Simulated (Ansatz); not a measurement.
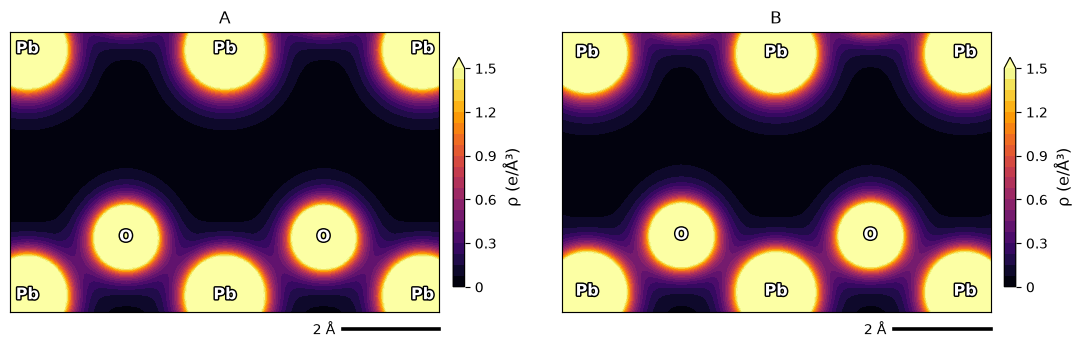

PbO. The valence charge density (pseudo) of two cells that differ in size and shape, on the (100) plane of each (indices in the axes of the calculation cell), at one length scale and on one colour scale: A has 21.4 Å³ an atom and B 19.0.

Space group P4/nmm.

Computed with DFT PBEsol, scalar-relativistic, plane waves, PAW in Ansatz 0.2.0.

Core electrons are frozen (PAW), and the valence fields are smoothed inside the atomic spheres.

The larger cell:

```
Pb O
1.0
     4.09363    0.00000    0.00000
     0.00000    4.09363    0.00000
     0.00000    0.00000    5.09733
Pb O
2 2
Direct
  0.00000 0.50000 0.23510
  0.50000 0.00000 0.76490
  0.00000 0.00000 0.00000
  0.50000 0.50000 0.00000
```

The smaller cell: a = 3.915 Å, b = 3.915 Å, c = 4.947 Å, α = 90.00°, β = 90.00°, γ = 90.00°.

> What does the compression do to the bonding and the properties?

From the larger cell to the smaller, Pb–O goes from 2.37 to 2.28 Å, and the density at its midpoint from 0.42 to 0.5 e/Å³; the pressure goes from −4.6 to 5 GPa; the Kohn–Sham gap goes from 1.3 eV to 1.1 eV.
